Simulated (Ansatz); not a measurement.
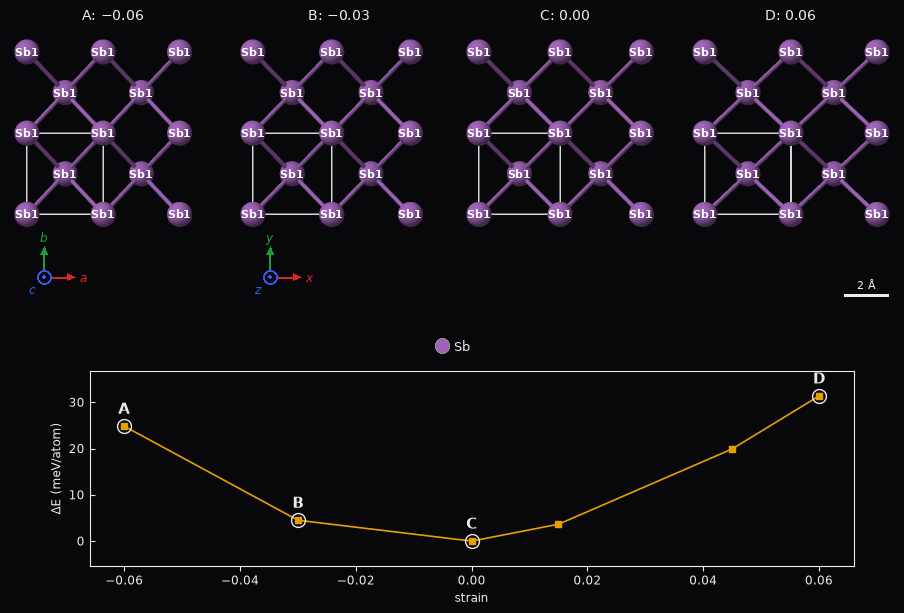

Solid Sb (Im-3m): the cell is strained along x alone, with the atoms kept at their fractional coordinates. x, y and z are the Cartesian axes of the input. The lettered frames are marked on the plot. A ball-and-stick model of the conventional cell (2 times the calculation's cell), repeated 2 × 2 × 2 with one cell outlined, seen along the c axis. Lengths and directions refer to the drawn axes.

Method: DFT PBEsol, scalar-relativistic, plane waves, PAW in Ansatz. (plane-wave cutoff 420 eV; k-point mesh 18 × 18 × 18; occupations gaussian; smearing width 0.15 eV; no spin polarisation). Energies (free energies at the smearing named) are counted from the cell as listed in its source, which wasn't relaxed.

Q: Describe the profile.

A: Of the computed points the lowest is at the strain 0.00, 0.0 meV/atom. The unrelaxed reference is under a pressure of −0.7 GPa, which tilts the curve. The distortion takes the space group from Im-3m to I4/mmm. At the strain −0.06 the cell of the drawing goes a 3.743 → 3.518 Å.
